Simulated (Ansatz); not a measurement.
```
CELL_PARAMETERS angstrom
-5.43383 5.43383 5.43383
5.43383 -5.43383 5.43383
5.43383 5.43383 -5.43383
ATOMIC_POSITIONS crystal
Si 0.25000 0.74717 0.75342
Si 0.25000 0.00000 0.50000
Si 0.49717 0.25342 0.00000
Si 0.25000 0.25342 0.24717
Si 0.49717 0.50000 0.75342
Si 0.49658 0.74658 0.49375
Si 0.75000 0.00000 0.00000
Si 0.49658 0.99375 0.24658
Si 0.75625 0.25283 0.75283
Si 0.75000 0.50000 0.50000
Si 0.00342 0.74717 0.00000
Si 0.74375 0.74658 0.24658
Si 0.00283 0.00625 0.75283
Si 0.00283 0.25283 0.50625
Si 0.00342 0.50000 0.24717
Si 0.01638 0.26638 0.76638
Si 0.00153 0.50000 0.49944
Si 0.99791 0.74847 0.24847
Si 0.25000 0.99944 0.75153
Si 0.00153 0.99944 0.00000
Si 0.25000 0.25153 0.49944
Si 0.25000 0.50000 0.23362
Si 0.49847 0.74847 0.74791
Si 0.25000 0.73362 0.00000
Si 0.50209 0.00056 0.50056
Si 0.49847 0.24791 0.24847
Si 0.74944 0.50000 0.75153
Si 0.48362 0.50000 0.00000
Si 0.75056 0.75209 0.50056
Si 0.75056 0.00056 0.25209
Si 0.74944 0.25153 0.00000
```

Spin-polarised.

Computed with DFT PBEsol, scalar-relativistic, plane waves, PAW (Ansatz 0.2.0).

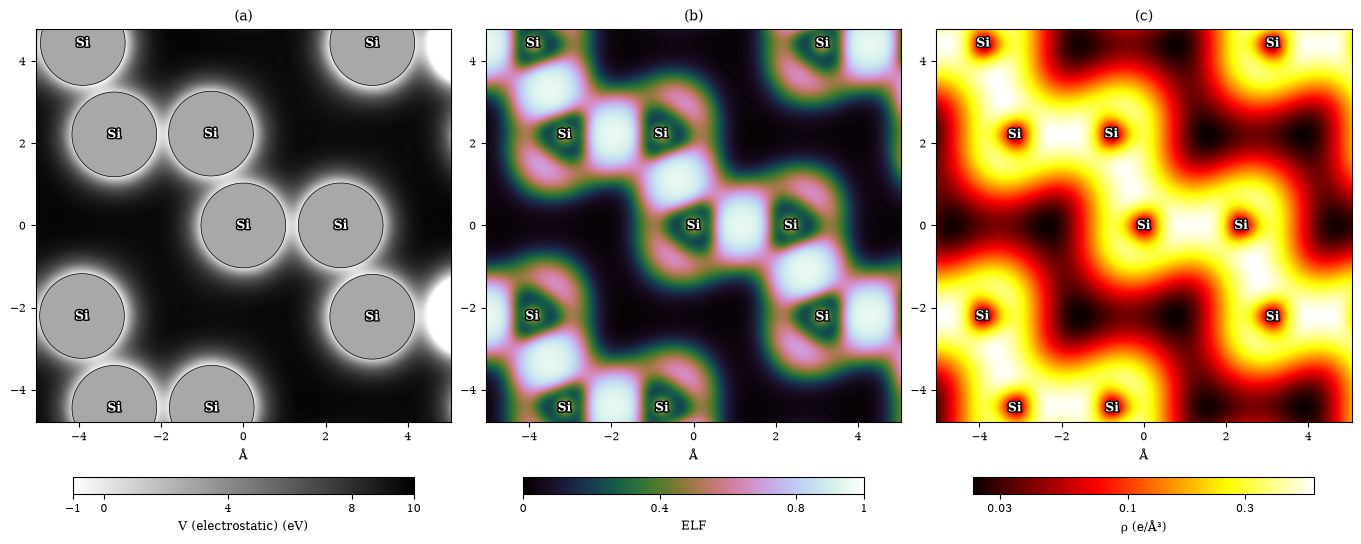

Si (cell with a defect). (a) electrostatic potential (local pseudopotential plus Hartree) felt by an electron; (b) electron localisation function; (c) valence pseudo-density on the (010) plane of the calculation cell. Grey discs cover the atomic cores in the potential map.

In a PAW calculation such maps are meaningful between the atoms, not at the nuclei.

### Read the bonding off the picture.

- Atoms in the plane: Si.
- Si–Si (2.35 Å): ρ at the midpoint is about 0.57 e/Å³; the ELF peaks at about 0.95 between the atoms.
- Between the atoms the lowest density in this plane is 0.02 e/Å³.
- Outside the cores the potential energy rises away from the atoms and is highest about 2.2 Å from the nearest atoms; its zero is arbitrary.

### Does the calculation give a band gap?

It is gapless in this calculation (a metal or semimetal).
